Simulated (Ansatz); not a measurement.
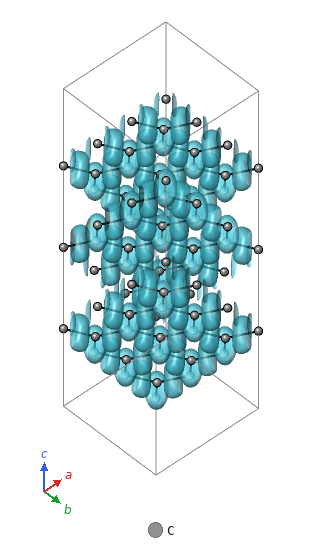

The picture shows: C (slab). Isosurface of the ELF at 0.75 (cyan), seen at an oblique angle. Only the valence region is drawn (cores and ρ < 0.01 e/Å³ removed). Sticks mark near contacts.

Method: DFT PBE+D3(BJ), scalar-relativistic, plane waves, PAW in Ansatz.

**Describe the localisation domains.**

The ELF exceeds this value in nine regions between bonded C–C atoms (shared pairs), counted in one cell of 6 atoms. Counts are for one cell; the picture repeats the cell along the surface.

Values along the shortest contacts:
C–C (1.42 Å): the ELF peaks at about 0.95 between the atoms: localised, covalent bonding.
